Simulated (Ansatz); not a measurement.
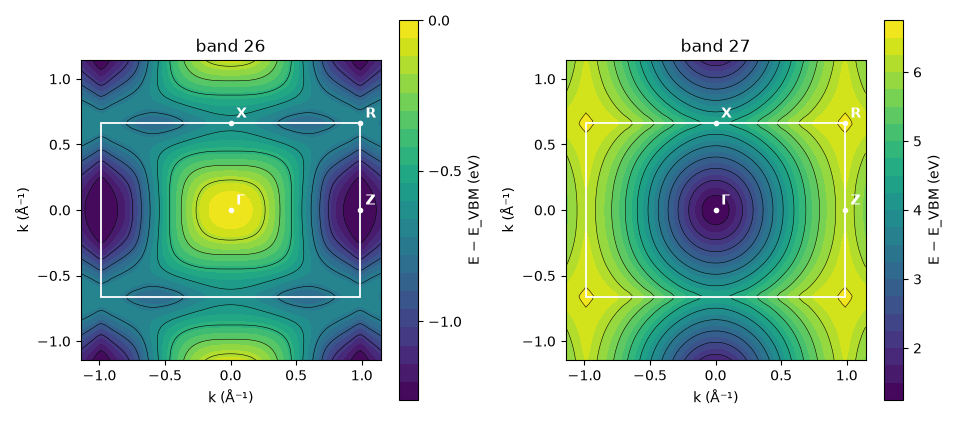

Two bands of SnO₂ (space group P4_2/mnm, No. 136) over the plane through Γ, Z and R: the highest mostly filled and the lowest mostly empty one.

The calculation used DFT PBE, scalar-relativistic, plane waves, PAW; levels and slopes on a dense k mesh at the converged density (Ansatz). No spin polarisation. The levels come from a k mesh of 20×20×30 points. Unrelaxed database geometry (residual pressure 11 GPa). Sheets, masses and frequencies are those of this strained cell.

> Give both levels and their distance at the named points.

```
point  lower band (eV)  upper band (eV)  distance (eV)
    Γ             0.00             1.28           1.28
    Z            −1.26             6.24           7.50
    R            −0.69             6.52           7.21
    X            −0.63             4.45           5.09
```

> Where are the band edges of the whole zone?

The valence band has one maximum at Γ, principal masses 1.29, 1.29 and 1.75 mₑ; the conduction band has one minimum at Γ, principal masses 0.18, 0.21 and 0.21 mₑ. The gap is direct, 1.28 eV at this level of theory (semilocal functionals give gaps that are too small, and can reorder valleys that lie close).

Spin-orbit coupling, left out here, can change the gap, its kind, the place of the band edges and the masses, since the compound holds Sn.
